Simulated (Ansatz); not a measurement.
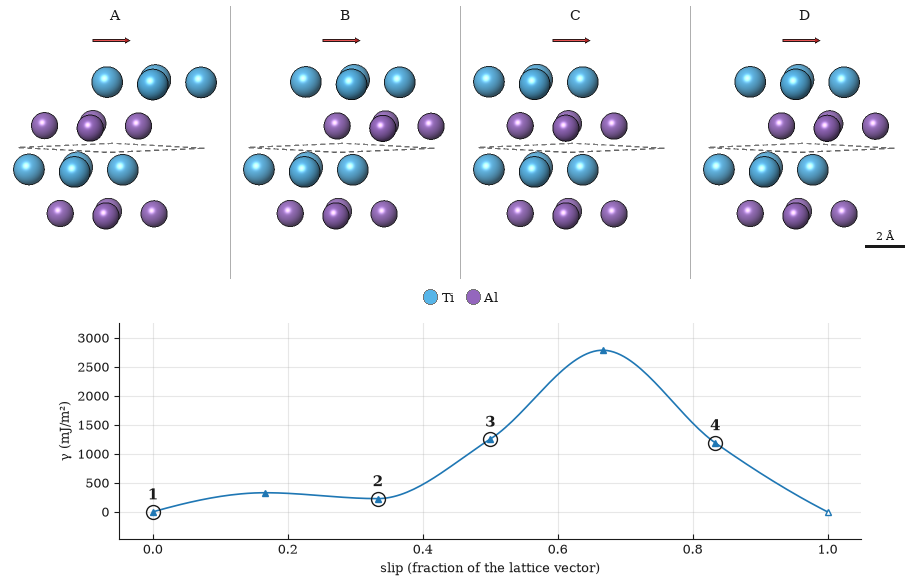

Energy scan for solid TiAl (P-6m2), in which the crystal above a cut along the (0 0 1) plane of the conventional cell (between a plane of Ti below and one of Al above, 2.31 Å apart) is slid rigidly by fractions of an in-plane lattice vector 4.93 Å long (a generalised stacking fault). One cut stands in each cell, which starts 13.9 Å high; nothing is relaxed, and the dashed outline marks the cut, the arrow on top the direction of slip. The frames are shuffled; the numbered points of the plot belong to them. Hollow markers are points alike by symmetry, not computed again. Style: spheres-only. Shown: the layers on both sides of the cut, from the side, nearly along the cut plane.

These are results of DFT PBEsol, scalar-relativistic, plane waves, PAW in Ansatz, not measurements. Settings: plane-wave cutoff 420 eV; k-point mesh 24 × 24 × 5; occupations gaussian; smearing width 0.15 eV; no spin polarisation. Energies (free energies at the smearing named) are counted from the relaxed crystal.

Q: Match the frames to the points.

A: Point 1 is frame C (the slip 0.00, 0 mJ/m²); 2 is frame D (the slip 0.333, 228 mJ/m²); 3 is frame B (the slip 0.50, 1253 mJ/m²); 4 is frame A (the slip 0.833, 1193 mJ/m²). The curve starts and ends at zero, since a full lattice vector restores the crystal. Its highest computed point is 2787 mJ/m² at slip 0.667. The points are too sparse to place its extrema closely. Relaxation across the fault would lower the values.
